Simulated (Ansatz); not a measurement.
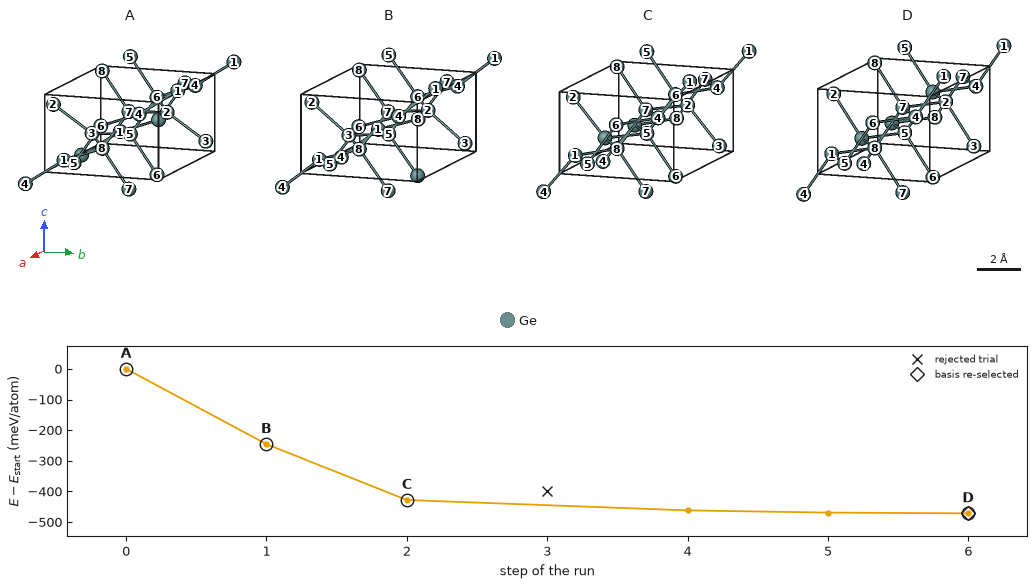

Frames of a relaxation of a crystal of Ge (a generated structure, set up in Pmna) (coarse preliminary run), marked on the history of the run. A ball-and-stick model of the cell of the calculation, seen slightly off an axis.

The calculation used DFT PBE, scalar-relativistic, plane waves, PAW in Ansatz. (plane-wave cutoff 420 eV; k-point mesh 2 × 4 × 4; occupations gaussian; smearing width 0.1 eV; no spin polarisation; cell and atoms relaxed; force threshold 0.04 eV/Å; at most 70 steps)

Describe the path.

Answer. The energy falls by 471 meV per atom in 4 accepted moves (6 points after the start). Largest force component: 1.3 eV/Å at the start, 0.0019 eV/Å at the end. Pressure: 17.16 GPa at the start and 0.32 GPa at the end. The line search rejected the trial step at point 3 of the run. The SCF was repeated once at an unchanged geometry on a basis and grid sized afresh for the cell, which shifted the energy by 2.5 meV per atom at most. The largest moves relative to the cell, 0.42 Å, are those of Ge1, Ge2, Ge3 and Ge4. Ge2 goes along [0 1 2]. Cell: a 7.680 → 8.230 Å (+7.2 %), b 5.749 → 5.662 Å (−1.5 %), c 3.743 → 4.109 Å (+9.8 %). Volume +15.9 %. Some distances before and after: Ge1–Ge4 3.153 → 2.496 Å, Ge1–Ge5 2.299 → 2.496 Å, Ge1–Ge4 (another image) 2.326 → 2.496 Å. New bonds form: Ge1–Ge4 (3.15 → 2.50 Å), Ge2–Ge3 (3.15 → 2.50 Å). Bond angles that change, for instance: Ge3–Ge2–Ge6 121.3° → 108.8°, Ge2–Ge6–Ge5 101.8° → 108.8°, Ge2–Ge6–Ge5 114.7° → 108.8°. The space group (tolerance 0.01 Å) goes from Pmna (No. 53) to I4_1/amd (No. 141). From step 0 to 1: Ge atoms move most (0.11 Å), volume +9.2 %, energy −246 meV per atom. From step 1 to 2: Ge atoms move most (0.21 Å), volume +2.7 %, energy −182 meV per atom. From step 2 to 6: Ge atoms move most (0.10 Å), volume +3.3 %, energy −43.6 meV per atom.
